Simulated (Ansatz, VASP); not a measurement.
# BaHfO3: VASP beside Ansatz

Aim: how closely do two programs agree when they are given the same cell, functional and k mesh?

Calculated with Ansatz 0.2.0; plane waves, with VASP 6.6.1 beside it; single point at PBE and dielectric response at PBE.

### Step 1. The starting structure

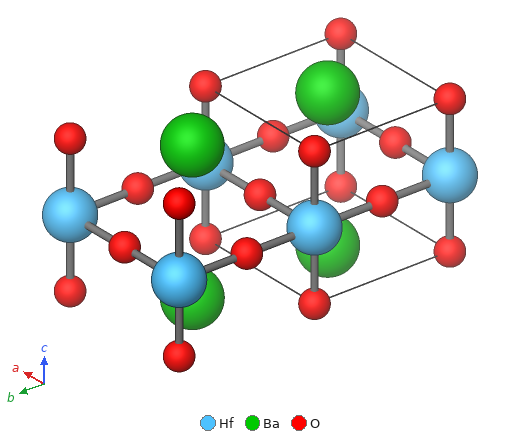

Start, viewed from a free direction; hafnium blue, barium green, oxygen red. 1×2×1 cells are drawn. Some periodic images of atoms are drawn too.

### Step 2. Ansatz: single point, PBE

Ansatz runs on its default PAW (the set named soft_2) files.

With cell and atoms fixed, the geometry can't cause a difference; cores, projectors, grids and the points listed under the comparison can.

File input.yaml:

```yaml
crystal:
  lattice:
    - [4.1695667999, 0.0, 0.0]
    - [0.0, 4.1695667999, 0.0]
    - [0.0, 0.0, 4.1703766343]
  atoms:
    - { symbol: Hf, position: [0.0, 0.0, 0.49787533] }
    - { symbol: Ba, position: [0.5, 0.5, 0.99642496] }
    - { symbol: O, position: [0.0, 0.5, 0.49889014] }
    - { symbol: O, position: [0.5, 0.0, 0.49889014] }
    - { symbol: O, position: [0.0, 0.0, 0.99794122] }
hamiltonian:
  xc: pbe
  pseudopotentials: { kind: paw }
kpoints:
  mp_grid: { grid: [7, 7, 7] }
scf:
  occupations: { method: gaussian, width: 0.01 }
  n_extra_bands: 5
output:
  forces: true
  stress: true
  eigenvalues: true
```

The run is started by

```console
$ ansatz run input.yaml --threads 2 --pin off --max-ram 4608MiB --backend cpu --events-out ev --progress --plain --runs-dir out
```

Numbers of over 12 decimals in the logs are rounded to 6 here.

The log of the run:

```text
scf.n_extra_bands = 5 over 27 filled bands (N_el = 54.0): the run solves 32 bands
Engine: ansatz 0.2.0, aarch64-unknown-linux-gnu
Pseudopotentials: kind: paw
Pseudopotential: Hf, paw, valence charge 26, recommended cutoff 420 eV (normal), Hf.paw.azcp
Pseudopotential: Ba, paw, valence charge 10, recommended cutoff 420 eV (normal), Ba.paw.azcp
Pseudopotential: O, paw, valence charge 6, recommended cutoff 420 eV (normal), O.paw.azcp
Functional definition: PBE
  parameter kappa = 0.804
  parameter beta = 0.066725
  exchange = pbe_x(kappa = kappa, mu = beta*pi^2/3)
  correlation = pbe_c(beta = beta)
Crystal: 5 atoms, lattice volume = 72.503 Å³
Basis set: ecut = 420 eV, 1365 PW (Γ), exchange–correlation on 60×60×60 points (8 copies of the dense FFT grid, shifted against one another)
Bands: 32, of which v1, the nominal top of the filled ones, is band 27 counted from 1 (26 counted from 0)
Symmetry: 8 space group operations
Space group: P4mm (ITA 99), of the structure as read, at distance tolerance 4.2e-5 Å
k-points: 40 of 343 (time reversal used)
Non-local potential: Hf, projectors of the file, l = 0: 3, l = 1: 2, l = 2: 2, l = 3: 3
Non-local potential: Ba, projectors of the file, l = 0: 3, l = 1: 2, l = 2: 2, l = 3: 2
Non-local potential: O, projectors of the file, l = 0: 2, l = 1: 2, l = 2: 1
PAW form: soft (Blöchl's): semilocal exchange-correlation on the pseudo side does not see the compensation charge
PAW one-centre angular grid: Hf, 590 points (default); XC on 64 Gauss nodes
PAW one-centre angular grid: Ba, 194 points (default); XC on 64 Gauss nodes
PAW one-centre angular grid: O, 110 points (default); XC on 64 Gauss nodes
Initial density: superposition of atomic densities (neutral atoms: chi_scale 0, normalization atom), corrected by the library's trained network
Initial wavefunctions: pseudopotential atomic-orbital guess
Functional: x = pbe(κ = 0.804, μ = 0.219515), c = pbe(β = 0.066725)
SCF iter   1: F=—  HF=-23382.403730 eV  |F-HF|=—  |Δ(HF+E_count)|=         —  Δρ=9.43e-4  dr2=1.73e-4  ethr=1.77e-3  ⟨swp⟩=7.8  Hψ=5692  notcnv=0
preconditioner: auto → Resta (q_TF=auto, 2.598 Å⁻¹)  ε∞=4.5  [insulator: Δε(μ)=3.718 eV  Ē_g=16.805 eV  σ=0.010 eV  W_gap=1.00  n_scr=18 (ndim 8)  ℏωp=31.4 eV  f_vac=0.008  D(μ)=0.00/eV (n_scr^D=0)  ε∞_Penn≈4.5]
SCF iter   2: F=—  HF=-23382.404400 eV  |F-HF|=—  |Δ(HF+E_count)|=   6.70e-4  Δρ=5.57e-4  dr2=1.29e-4  ethr=3.21e-7  ⟨swp⟩=3.1  Hψ=3575  notcnv=0  defer=37
SCF iter   3: F=—  HF=-23382.404539 eV  |F-HF|=—  |Δ(HF+E_count)|=   1.39e-4  Δρ=3.24e-4  dr2=3.94e-5  ethr=2.39e-7  ⟨swp⟩=2.0  Hψ=2142  notcnv=0  defer=38
SCF iter   4: F=—  HF=-23382.404545 eV  |F-HF|=—  |Δ(HF+E_count)|=   6.40e-6  Δρ=8.35e-5  dr2=1.68e-6  ethr=7.30e-8  ⟨swp⟩=2.0  Hψ=2201  notcnv=0  defer=38
SCF iter   5: F=—  HF=-23382.404550 eV  |F-HF|=—  |Δ(HF+E_count)|=   4.56e-6  Δρ=3.37e-5  dr2=6.58e-7  ethr=3.12e-9  ⟨swp⟩=2.4  Hψ=2319  notcnv=0  defer=38
SCF iter   6: F=-23382.404550 eV  HF=-23382.404550 eV  |F-HF|=6.16e-9  |Δ(HF+E_count)|=   1.91e-7  Δρ=7.98e-6  dr2=3.67e-8  ethr=1.85e-10  ⟨swp⟩=8.4  Hψ=7137  notcnv=0
SCF 1 converged in 6 iterations: F = -23382.404550 eV  dr2 = 3.67e-8
  greatest PAW one-centre occupation: 0.999 electrons in one spin orbital (limit 2), on the Hf atom at site 0 (counted from 0), in its partial waves of l = 0
SCF converged after 6 iterations
Free energy (F): -23382.404550 eV
Harris-Foulkes:  -23382.404550 eV  (|F-HF|=6.16e-9)
Internal energy: -23382.404550 eV  (E = F + TS)
E sigma→0 (E₀):  -23382.404550 eV
Fermi energy:    13.427782 eV
--- Per-component energies (eV) ---
  E_band       = -39.744572
  E_kinetic    = 1119.203174
  E_local      = -7999.423908  (includes V_loc(G=0)·N_el)
  E_nonlocal   = -1041.642143
  E_hartree    = 3645.290448
  E_xc         = -692.700125
  E_vxc        = -688.515203  (∫ρ·V_xc dr)
  E_paw        = -12628.023374  (= ΣΔE_a)
  E_vpaw       = 1280.037372  (= ΣTr[D̂ρ^β])
  E_aug_tail   = 0.007458  (compensation charges beyond the density's cutoff)
  E_ewald      = -5785.116079
  E_smearing   = -0.000000  (= −TS)
  E_closure    = -0.000000  (closes the sum)
  Σ components = -23382.404550   (vs F -23382.404550, Δ=0.00e0)
--- Forces (eV/Å), atoms counted from 1 ---
  atom   1  Hf     0.00000000     0.00000000    -0.01673566
  atom   2  Ba     0.00000000     0.00000000     0.01995690
  atom   3  O      0.00000000     0.00000000    -0.01129209
  atom   4  O     -0.00000000     0.00000000    -0.01129209
  atom   5  O      0.00000000     0.00000000     0.01935307
  max |Σ_I F_I| component: 9.86e-6 eV/Å
--- Stress (GPa, compression-positive) ---
        4.294490       0.000000      -0.000000
        0.000000       4.294490       0.000000
       -0.000000       0.000000       4.245828
  P = ⅓ Tr σ = 4.2783 GPa (42.783 kbar)
--- Band table (eV; the first three rows and the last of 40) ---
  k-point 0: bands = [... 23 lower, 10.6588, 11.5166, 11.5171, 11.5171, 15.2921, 15.2921, 15.2929, 16.4148, ... 1 higher]
  k-point 1: bands = [... 23 lower, 10.5172, 10.9963, 11.4335, 11.4335, 15.3677, 15.7698, 15.7698, 16.7326, ... 1 higher]
  k-point 2: bands = [... 23 lower, 10.2350, 10.2756, 11.2983, 11.2983, 15.5556, 16.8493, 16.8493, 17.4667, ... 1 higher]
  k-point 39: bands = [... 23 lower, 9.1642, 11.4967, 11.4970, 11.5634, 17.8320, 17.9284, 17.9294, 19.3720, ... 1 higher]
```

The job ended after 5.4 s (2 threads of Arm Neoverse V2, shared host; peak memory 0.36 GiB).

The run ends at a pressure of 4.28 GPa, with forces up to 0.020 eV/Å.

### Step 3. VASP: single point, PBE

The same cell, functional, mesh and smearing now go to VASP, with its own data sets and cutoff.

Lines of VASP's logs that name or quote its potential files are left out, and so is its time.

File INCAR:

```
SYSTEM = BaHfO3
PREC = Accurate
ENCUT = 520
EDIFF = 1E-07
NELM = 100
ISMEAR = 0
SIGMA = 0.01
LREAL = .FALSE.
ALGO = Normal
GGA = PE
NBANDS = 25
LORBIT = 11
LWAVE = .FALSE.
LCHARG = .FALSE.
KPAR = 2
```

File POSCAR:

```
BaHfO3
1.0
    4.1695667999      0.0000000000      0.0000000000
    0.0000000000      4.1695667999      0.0000000000
    0.0000000000      0.0000000000      4.1703766343
Hf Ba O
1 1 3
Direct
    0.0000000000      0.0000000000      0.4978753300
    0.5000000000      0.5000000000      0.9964249600
    0.0000000000      0.5000000000      0.4988901400
    0.5000000000      0.0000000000      0.4988901400
    0.0000000000      0.0000000000      0.9979412200
```

File KPOINTS:

```
Automatic mesh
0
Gamma
7 7 7
0 0 0
```

PAW data sets: Hf_pv, Ba_sv and O (PBE family, release 64).

The run is started by

```console
$ mpirun -np 2 vasp_std
```

The log of the run:

```text
[banner, memory and clock lines left out]
running    2 mpi-ranks, on    1 nodes
 distrk:  each k-point on    1 cores,    2 groups
 distr:  one band on    1 cores,    1 groups

 POSCAR found type information on POSCAR HfBaO
 POSCAR found :  3 types and       5 ions
 LDA part: xc-table for (Slater+PW92), standard interpolation
 POSCAR, INCAR and KPOINTS ok, starting setup
 FFT: planning ... GRIDC
 FFT: planning ... GRID_SOFT
 FFT: planning ... GRID
 WAVECAR not read
 entering main loop
       N       E                     dE             d eps       ncg     rms          rms(c)
DAV:   1     0.218596254532E+03    0.21860E+03   -0.20560E+04  2000   0.146E+03
DAV:   2    -0.390153200518E+02   -0.25761E+03   -0.25011E+03  2601   0.332E+02
DAV:   3    -0.502917673138E+02   -0.11276E+02   -0.11240E+02  2591   0.684E+01
DAV:   4    -0.505447339844E+02   -0.25297E+00   -0.25277E+00  3044   0.789E+00
DAV:   5    -0.505463054715E+02   -0.15715E-02   -0.15712E-02  2503   0.566E-01    0.593E+01
DAV:   6    -0.436956200878E+02    0.68507E+01   -0.36996E+01  2189   0.352E+01    0.522E+01
DAV:   7    -0.435693056489E+02    0.12631E+00   -0.20750E+00  2733   0.926E+00    0.333E+01
DAV:   8    -0.435546575221E+02    0.14648E-01   -0.32391E-01  2349   0.464E+00    0.642E+00
DAV:   9    -0.435377007129E+02    0.16957E-01   -0.77302E-02  2350   0.182E+00    0.198E+00
DAV:  10    -0.435376865671E+02    0.14146E-04   -0.84057E-03  2591   0.615E-01    0.784E-01
DAV:  11    -0.435375325216E+02    0.15405E-03   -0.70785E-04  2564   0.175E-01    0.175E-01
DAV:  12    -0.435375650726E+02   -0.32551E-04   -0.78330E-05  2697   0.584E-02    0.142E-01
DAV:  13    -0.435375704438E+02   -0.53711E-05   -0.10573E-05  2536   0.219E-02    0.756E-03
DAV:  14    -0.435375702667E+02    0.17709E-06   -0.67132E-07  2444   0.531E-03    0.497E-03
DAV:  15    -0.435375701231E+02    0.14354E-06   -0.31822E-07  2348   0.365E-03    0.302E-03
DAV:  16    -0.435375701244E+02   -0.12751E-08   -0.15230E-08  1341   0.905E-04
   1 F= -.43537570E+02 E0= -.43537570E+02  d E =-.278788E-19
```

OUTCAR, selected parts (step 3):

```text
ion  position               nearest neighbor table
   1  0.000  0.000  0.498-   3 2.08   4 2.08   3 2.08   4 2.08   5 2.08   5 2.09   2 3.61   2 3.61
                             2 3.61   2 3.61   2 3.61   2 3.61   2 3.61   2 3.61
   2  0.500  0.500  0.996-   3 2.94   4 2.94   4 2.94   3 2.94   5 2.95   5 2.95   5 2.95   5 2.95
                             3 2.96   4 2.96   4 2.96   3 2.96   1 3.61   1 3.61   1 3.61   1 3.61
   3  0.000  0.500  0.499-   1 2.08   1 2.08   2 2.94   2 2.94   2 2.96   2 2.96
   4  0.500  0.000  0.499-   1 2.08   1 2.08   2 2.94   2 2.94   2 2.96   2 2.96
   5  0.000  0.000  0.998-   1 2.08   1 2.09   2 2.95   2 2.95   2 2.95   2 2.95

  LATTYP: Found a simple tetragonal cell.
 ALAT       =     4.1695667999
 C/A-ratio  =     1.0001942251

 Subroutine GETGRP returns: Found  8 space group operations
 (whereof  8 operations were pure point group operations)

The static configuration has the point symmetry C_4v.

 Found     40 irreducible k-points:

   k-points           NKPTS =     40   k-points in BZ     NKDIM =     40   number of bands    NBANDS=     25

   dimension x,y,z NGX =    32 NGY =   32 NGZ =   32
   dimension x,y,z NGXF=    64 NGYF=   64 NGZF=   64

   ENCUT  =  520.0 eV  38.22 Ry    6.18 a.u.   7.75  7.75  7.75*2*pi/ulx,y,z

   NELECT =      38.0000    total number of electrons

 k-points in reciprocal lattice and weights: Automatic mesh
   0.00000000  0.00000000  0.00000000       0.003
   0.14285714  0.00000000  0.00000000       0.012
   0.28571429  0.00000000  0.00000000       0.012
   0.42857143  0.00000000  0.00000000       0.012
   0.14285714  0.14285714  0.00000000       0.012
   0.28571429  0.14285714  0.00000000       0.023
   0.42857143  0.14285714  0.00000000       0.023
   0.28571429  0.28571429  0.00000000       0.012
   0.42857143  0.28571429  0.00000000       0.023
[...]
0.42857143  0.28571429  0.42857143       0.047
   0.42857143  0.42857143  0.42857143       0.023

 average (electrostatic) potential at core
       1 -37.9428       2 -34.7959       3 -70.6655       4 -70.6655       5 -70.6648

 E-fermi :   2.4762

 k-point     1 :       0.0000    0.0000    0.0000
  band No.  band energies     occupation
    ...
     15       1.4887      2.00000
     16       1.4887      2.00000
     17       2.2567      2.00000
     18       2.2572      2.00000
     19       2.2572      2.00000
     20       6.0567      0.00000
     21       6.0567      0.00000
     22       6.0575      0.00000
     23       7.1683      0.00000
     24       7.1699      0.00000
    ...

 k-point     2 :       0.1429    0.0000    0.0000
  band No.  band energies     occupation
    ...
     15       1.2977      2.00000
     16       1.3335      2.00000
     17       1.7477      2.00000
     18       2.1739      2.00000
     19       2.1742      2.00000
     20       6.1445      0.00000
     21       6.5417      0.00000
     22       6.5426      0.00000
     23       7.5017      0.00000
     24       7.5111      0.00000
    ...

 k-point     3 :       0.2857    0.0000    0.0000
  band No.  band energies     occupation
    ...
     15       0.9611      2.00000
     16       1.0255      2.00000
     17       1.0474      2.00000
     18       2.0383      2.00000
     19       2.0385      2.00000
     20       6.3688      0.00000
     21       7.6374      0.00000
     22       7.6385      0.00000
     23       8.2518      0.00000
     24       8.3493      0.00000
    ...

  Total        1.7073296      1.7073296      1.6855548      0.0000000      0.0000000      0.0000000
  in kB       37.7286099     37.7286099     37.2474287      0.0000000      0.0000000      0.0000000
  external PRESSURE =      37.5682161 kB  Pullay stress =       0.0000000 kB

  energy-cutoff  :      520.00
  volume of cell :       72.50
      direct lattice vectors                 reciprocal lattice vectors
     4.169566800  0.000000000  0.000000000     0.239833069  0.000000000  0.000000000
     0.000000000  4.169566800  0.000000000     0.000000000  0.239833069  0.000000000
     0.000000000  0.000000000  4.170376634     0.000000000  0.000000000  0.239786496

 POSITION                                       TOTAL-FORCE (eV/Angst)
 -----------------------------------------------------------------------------------
      0.00000      0.00000      2.07633        -0.000000     -0.000000     -0.015481
      2.08478      2.08478      4.15547        -0.000000      0.000000      0.024598
      0.00000      2.08478      2.08056        -0.000000     -0.000000     -0.014402
      2.08478      0.00000      2.08056        -0.000000     -0.000000     -0.014402
      0.00000      0.00000      4.16179         0.000000     -0.000000      0.019686
 -----------------------------------------------------------------------------------
    total drift:                                0.000000      0.000000      0.000127

  FREE ENERGIE OF THE ION-ELECTRON SYSTEM (eV)
  ---------------------------------------------------
  free  energy   TOTEN  =       -43.5375701244 eV

  energy  without entropy=      -43.5375701244  energy(sigma->0) =      -43.53757012

 total charge
# of ion       s       p       d       tot
------------------------------------------
    1        0.337   6.719   1.514   8.570
    2        2.003   5.637   0.279   7.918
    3        1.558   3.500   0.000   5.058
    4        1.558   3.500   0.000   5.058
    5        1.558   3.500   0.000   5.058
--------------------------------------------------
tot          7.015  22.854   1.792  31.661

[... 3 further parts left out ...]
```

The run ends at a pressure of 3.76 GPa, with forces up to 0.025 eV/Å.

### Step 4. Differences

Known differences besides the PAW data sets themselves: the data sets hold 54 valence electrons in Ansatz (default PAW (the set named soft_2) files) and 38 in VASP; the cutoff is 420 eV in Ansatz and 520 eV in VASP; VASP leaves aspherical gradient terms in its spheres out (LASPH is not set), Ansatz keeps them. Total energies have different zeros and are not compared.

Both answers:

| quantity | Ansatz | VASP | difference |
| --- | --- | --- | --- |
| pressure (GPa) | 4.28 | 3.76 | +0.52 |
| gap on the k mesh (eV) | 3.729 | 3.641 | +0.088 |

At this near-relaxed geometry the largest component of a force difference is 5 meV/Å. Ansatz's pressure holds a Pulay correction of 0.53 GPa; VASP's holds none.

### Step 5. Further runs

The difference is large enough to ask for its cause, so further runs change the set-up of one program at a time, as the table lists.

| run | difference in gap on the k mesh (eV) |
| --- | --- |
| as above | 0.088 |
| Ansatz's larger PAW set (cutoff 900 eV) | 0.084 |
| norm-conserving potentials (cutoff 1240 eV) | 0.085 |

(Part 1 of 2 ends here.)

[Lines on the potential files, build, host, timing and source positions are cut from VASP's logs without a mark.]

[Logs are printed without paths, hosts, clocks, repeated set-up lines and the standing remarks that a program may print on its own settings, such as how far it seeks lower states.]

[Hosts, paths, dates, database ids (printed as entryN), source tags and the programs' standing remarks are cut or masked in the printed files.]
